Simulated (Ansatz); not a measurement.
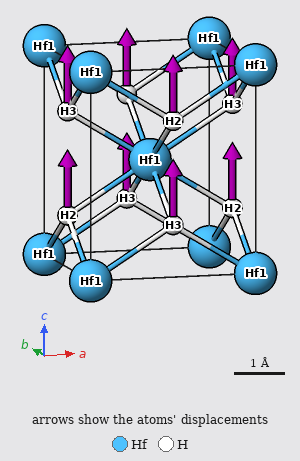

One vibrational mode of crystalline HfH2 at the zone centre. The purple arrows are the displacements of the atoms (eigenvector over the root of the mass), of arbitrary overall length and sign. A ball-and-stick model of the conventional cell (2 times the calculation's cell), seen slightly off an axis. Lengths and directions refer to the drawn axes.

Level of theory: Ansatz 0.2.0, DFT PBEsol, scalar-relativistic, plane waves, PAW.

Input
```yaml
crystal:
  lattice:
    - [-1.7279355577, 1.7279355577, 2.1325904506]
    - [1.7279355577, -1.7279355577, 2.1325904506]
    - [1.7279355577, 1.7279355577, -2.1325904506]
  atoms:
    - { symbol: Hf, position: [0.0, 0.0, 0.0] }
    - { symbol: H, position: [0.75, 0.25, 0.5] }
    - { symbol: H, position: [0.25, 0.75, 0.5] }
basis:
  ecutwfc: 420
kpoints:
  mp_grid: { grid: [16, 16, 16] }
hamiltonian:
  xc: pbesol
scf:
  occupations: { method: fermi_dirac, width: 0.15 }
output:
  eigenvalues: true
phonons:
  method: dfpt
  eigenvectors: true
```

Command:
```bash
ansatz run input.yaml --threads 1 --pin off --max-ram 3072MiB --backend cpu --events-out ev --progress --plain --runs-dir out
```

The frequencies depend somewhat on the k-mesh and the smearing.

What mode is this, and where does it lie in the spectrum?

This is the A₂u mode at 142.2 meV, optical level 2 of 4, counted from below, infrared-active by symmetry. The Hf atoms hardly move; the H sublattice moves as a whole against them, along c; the kinetic energy is shared as H 99 %, Hf 1 %. The crystal is a metal, so free carriers screen the infrared response.
